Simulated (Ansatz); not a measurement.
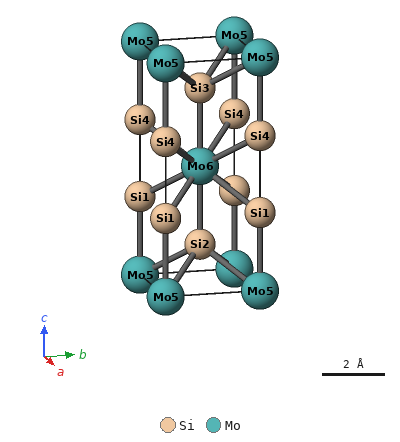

*The input geometry (ball-and-stick view of the cell of the calculation, seen slightly off an axis; atoms are numbered from 1 in the order of the input). An atom can appear more than once, as a periodic image.*

**Single-point calculation, with input and output: MoSi2**

MoSi2 (I4/mmm, 6 atoms in the cell), computed with DFT PBEsol, scalar-relativistic, plane waves, PAW, no spin polarisation (Ansatz 0.2.0).

The structure derives from an entry of the Crystallography Open Database. It belongs to a series of runs on one base structure; here: the same crystal in its conventional cell. Figures and captions count atoms from 1; the log counts them from 0 in places.

## The program's output
```
Engine: ansatz 0.2.0, aarch64-unknown-linux-gnu
Pseudopotentials: kind: paw
Pseudopotential: Si, paw, valence charge 4, recommended cutoff 420 eV (normal), Si.paw.azcp
Pseudopotential: Mo, paw, valence charge 14, recommended cutoff 420 eV (normal), Mo.paw.azcp
Functional definition: PBEsol
  exchange = pbesol_x
  correlation = pbesol_c
Crystal: 6 atoms, lattice volume = 79.595 Å³
Basis set: ecut = 420 eV, 1555 PW (Γ), exchange–correlation on 48×48×108 points (8 copies of the dense FFT grid, shifted against one another)
Bands: 28, of which v1, the nominal top of the filled ones, is band 22 counted from 1 (21 counted from 0)
Symmetry: 32 space group operations
Space group: I4/mmm (ITA 139), of the structure as read, at distance tolerance 4.3e-5 Å
k-points: 112 of 864
Non-local potential: Si, projectors of the file, l = 0: 2, l = 1: 2, l = 2: 2
Non-local potential: Mo, projectors of the file, l = 0: 3, l = 1: 2, l = 2: 2, l = 3: 1
PAW form: soft (Blöchl's): semilocal exchange-correlation on the pseudo side does not see the compensation charge
PAW frozen core: Si, regenerated for the run's functional, and the local potential with it (the file was generated under x = pbe(κ = 0.804, μ = 0.2195149727645171), c = pbe(β = 0.06672455060314922))
PAW frozen core: Mo, regenerated for the run's functional, and the local potential with it (the file was generated under x = pbe(κ = 0.804, μ = 0.2195149727645171), c = pbe(β = 0.06672455060314922))
PAW one-centre angular grid: Si, 110 points (default); XC on 64 Gauss nodes
PAW one-centre angular grid: Mo, 590 points (default); XC on 64 Gauss nodes
Initial density: superposition of atomic densities (neutral atoms: chi_scale 0, normalization atom), corrected by the library's trained network
Initial wavefunctions: pseudopotential atomic-orbital guess
Functional: x = pbesol(κ = 0.804, μ = 0.12345679012345678), c = pbesol(β = 0.046)
SCF iter   1: F=—  HF=-12284.536540 eV  |F-HF|=—  |Δ(HF+E_count)|=         —  Δρ=4.96e-3  dr2=1.36e-2  ethr=1.77e-3  ⟨swp⟩=6.3  Hψ=14417  notcnv=0
preconditioner: auto → Kerker (q_TF=auto, 2.472 Å⁻¹)  [metal: Δε(μ)=0.017 eV  Ē_g=7.263 eV  σ=0.100 eV  W_gap=0.09  n_scr=18 (ndim 8)  ℏωp=22.0 eV  f_vac=0.000  D(μ)=0.64/eV (n_scr^D=2)]
SCF iter   2: F=—  HF=-12284.534486 eV  |F-HF|=—  |Δ(HF+E_count)|=   2.05e-3  Δρ=2.63e-3  dr2=4.15e-3  ethr=3.10e-5  ⟨swp⟩=1.6  Hψ=4304  notcnv=0
SCF iter   3: F=—  HF=-12284.533555 eV  |F-HF|=—  |Δ(HF+E_count)|=   9.31e-4  Δρ=2.98e-4  dr2=8.92e-5  ethr=9.44e-6  ⟨swp⟩=2.5  Hψ=4746  notcnv=0
SCF iter   4: F=—  HF=-12284.533557 eV  |F-HF|=—  |Δ(HF+E_count)|=   1.35e-6  Δρ=6.07e-5  dr2=4.76e-6  ethr=2.03e-7  ⟨swp⟩=2.0  Hψ=4419  notcnv=0
SCF iter   5: F=—  HF=-12284.533556 eV  |F-HF|=—  |Δ(HF+E_count)|=   7.36e-7  Δρ=1.72e-5  dr2=1.83e-7  ethr=1.08e-8  ⟨swp⟩=2.3  Hψ=4461  notcnv=0
SCF iter   6: F=-12284.533556 eV  HF=-12284.533556 eV  |F-HF|=5.54e-9  |Δ(HF+E_count)|=   2.98e-8  Δρ=2.97e-6  dr2=9.06e-9  ethr=2.27e-10  ⟨swp⟩=7.8  Hψ=13140  notcnv=0
SCF 1 converged in 6 iterations: F = -12284.533556 eV  dr2 = 9.06e-9
  greatest PAW one-centre occupation: 0.999 electrons in one spin orbital (limit 2), on the Mo atom at site 5 (counted from 0), in its partial waves of l = 0
```

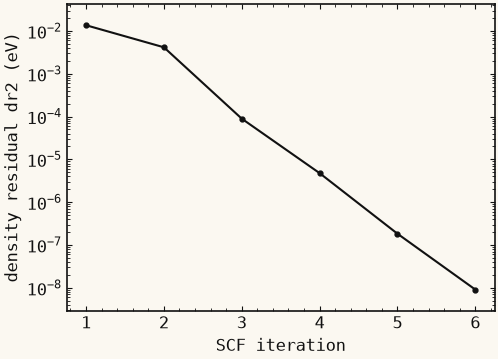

*Convergence of the self-consistent field: density residual dr2 against the SCF iteration.*

The residual falls at every step.

```
SCF converged after 6 iterations
Free energy (F): -12284.533556 eV
Harris-Foulkes:  -12284.533556 eV  (|F-HF|=5.54e-9)
Internal energy: -12284.530850 eV  (E = F + TS)
E sigma→0 (E₀):  -12284.532203 eV
Entropy (-TS):   -0.002706 eV (-0.451 meV/atom)
Fermi energy:    16.113834 eV
--- Per-component energies (eV) ---
  E_band       = -88.010862
  E_kinetic    = 1064.524076
  E_local      = -2288.634105  (includes V_loc(G=0)·N_el)
  E_nonlocal   = 389.781680
  E_hartree    = 852.555304
  E_xc         = -594.099811
  E_vxc        = -658.273691  (∫ρ·V_xc dr)
  E_paw        = -8283.534674  (= ΣΔE_a)
  E_vpaw       = -300.523155  (= ΣTr[D̂ρ^β])
  E_aug_tail   = 0.000084  (compensation charges beyond the density's cutoff)
  E_ewald      = -3425.668246
  E_core_change = 0.544841  (= ΣΔE_core)
  E_smearing   = -0.002706  (= −TS)
  E_closure    = -0.000000  (closes the sum)
  Σ components = -12284.533556   (vs F -12284.533556, Δ=0.00e0)
--- Forces (eV/Å), atoms counted from 1 ---
  atom   1  Si     0.00000000     0.00000000     0.01638393
  atom   2  Si     0.00000000    -0.00000000    -0.01638393
  atom   3  Si     0.00000000     0.00000000     0.01638393
  atom   4  Si     0.00000000    -0.00000000    -0.01638393
  atom   5  Mo     0.00000000     0.00000000     0.00000000
  atom   6  Mo    -0.00000000    -0.00000000     0.00000000
  max |Σ_I F_I| component: 3.47e-18 eV/Å
--- Stress (GPa, compression-positive) ---
        0.043413       0.000000       0.000000
       -0.000000       0.043413       0.000000
        0.000000       0.000000      -0.117952
  P = ⅓ Tr σ = -0.0104 GPa (-0.104 kbar)
--- Band table (eV; the first three rows and the last of 112) ---
  k-point 0: bands = ["-44.5221", "-44.5215", "-18.7393", "-18.7134", "-18.6238", "-18.6238", "-18.6221", "-18.6221", "2.5856", "4.5028", "5.9204", "9.6203", "12.4684", "12.6848", "12.9496", "13.4450", "13.4450", "13.8505", "15.4975", "15.4975", "15.6243", "15.6243", "16.4717", "16.6082", "19.2199", "19.3130", "19.6410", "19.6410"]
  k-point 1: bands = ["-44.5221", "-44.5215", "-18.7376", "-18.7152", "-18.6237", "-18.6237", "-18.6222", "-18.6222", "2.6606", "4.2096", "6.2854", "9.3143", "12.4964", "12.9122", "12.9659", "13.5071", "13.5071", "13.8977", "14.9392", "14.9392", "16.2617", "16.2617", "16.4805", "16.5987", "18.7478", "19.2934", "19.2934", "19.3585"]
  k-point 2: bands = ["-44.5220", "-44.5217", "-18.7328", "-18.7199", "-18.6234", "-18.6234", "-18.6225", "-18.6225", "2.8820", "3.7022", "7.0064", "8.6262", "12.5756", "12.8145", "13.5169", "13.6925", "13.6925", "13.9798", "14.4162", "14.4162", "16.5049", "16.5731", "17.0178", "17.0178", "18.1785", "18.5942", "18.5942", "18.7554"]
  k-point 111: bands = ["-44.4838", "-44.4838", "-18.8496", "-18.8496", "-18.8496", "-18.8496", "-18.6631", "-18.6631", "6.9877", "6.9877", "9.7657", "9.7657", "9.7657", "9.7657", "9.9051", "9.9051", "13.3605", "13.3605", "13.9812", "13.9812", "13.9812", "13.9812", "16.4056", "16.4056", "18.4270", "18.4270", "20.1204", "20.1204"]
```

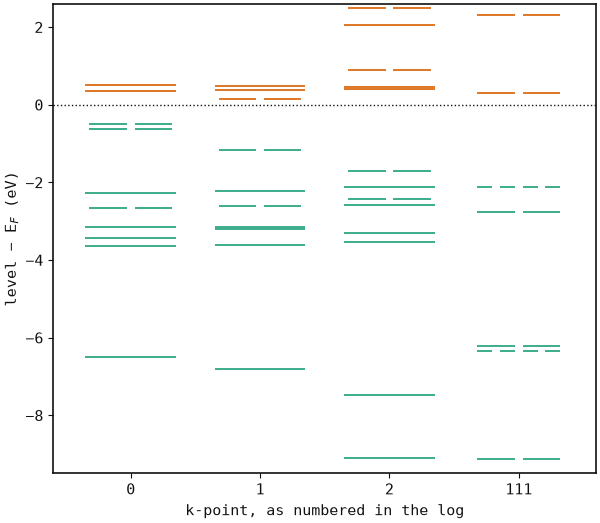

*Kohn–Sham levels near the Fermi level (dotted) at the few k-points that the log prints; levels within 0.02 eV of each other stand side by side.*

The system is metallic on the full mesh.

The run was set up as follows.

## Input
```yaml
crystal:
  lattice:
    - [3.1900701696, 0.0, 0.0]
    - [0.0, 3.1900701696, 0.0]
    - [0.0, 0.0, 7.8213840036]
  atoms:
    - { symbol: Si, position: [0.0, 0.0, 0.3350596647] }
    - { symbol: Si, position: [0.5, 0.5, 0.1649403353] }
    - { symbol: Si, position: [0.5, 0.5, 0.8350596647] }
    - { symbol: Si, position: [0.0, 0.0, 0.6649403353] }
    - { symbol: Mo, position: [0.0, 0.0, 0.0] }
    - { symbol: Mo, position: [0.5, 0.5, 0.5] }
basis:
  ecutwfc: 420
kpoints:
  mp_grid: { grid: [12, 12, 6] }
hamiltonian:
  xc: pbesol
scf:
  occupations: { method: gaussian, width: 0.1 }
output:
  forces: true
  stress: true
  eigenvalues: true
```

Run as:
```bash
ansatz run input.yaml --threads 1 --pin off --max-ram 2560MiB --backend cpu --events-out ev --progress --plain --runs-dir out
```

## Summary

- outcome: converged
- space group (tolerance 0.01 Å): I4/mmm (139)
- electrons treated: 44
- free energy: −12284.5336 eV
- Fermi energy: 16.114 eV
- gap on the k-point mesh: none (metallic)
- pressure: −0.01 GPa
- largest force (length of the vector): 0.016 eV/Å
- hardware: 1 thread of Arm Neoverse V1, 24 GiB of memory available, shared host
- wall time: 13 s
- peak memory: 0.46 GiB
